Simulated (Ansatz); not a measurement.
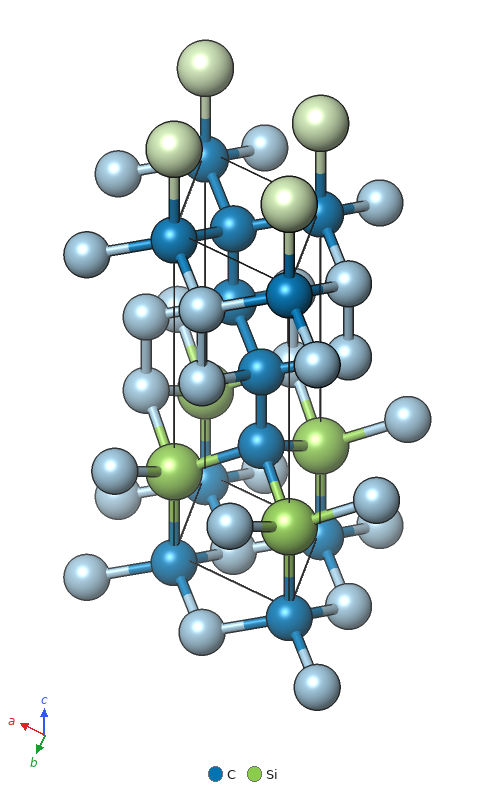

Figure: ball-and-stick view from a general direction. Thin lines show the conventional unit cell, with boundary atoms drawn in all their periodic places. Bonded atoms from the next cells complete the picture, in fainter colours.

SiC$_{5}$, space group P3m1 (No. 156), a = 2.72 Å, b = 2.72 Å, c = 6.75 Å, α = 90.00°, β = 90.00°, γ = 120.00°.

Method used: DFT, r2SCAN, plane waves, PAW in Ansatz. It ran with 500 eV cutoff, k-grid 12×12×4, no spin polarisation.

> How large a gap does the method give, if there is one?

A semiconductor at this level, with a gap of 1.67 eV, indirect; the smallest direct gap is 3.72 eV.

> Under what pressure is the structure?

The computed pressure is 0.0 GPa, close to zero.

Starting structure: a structure type filled with these elements by a generator (whether the compound takes this form wasn't checked). Earlier steps of the study, as a rule a relaxation of our own, may have changed the cell and positions, so they can lie some per cent off the listed ones. It was run through Ansatz as a DFT input.
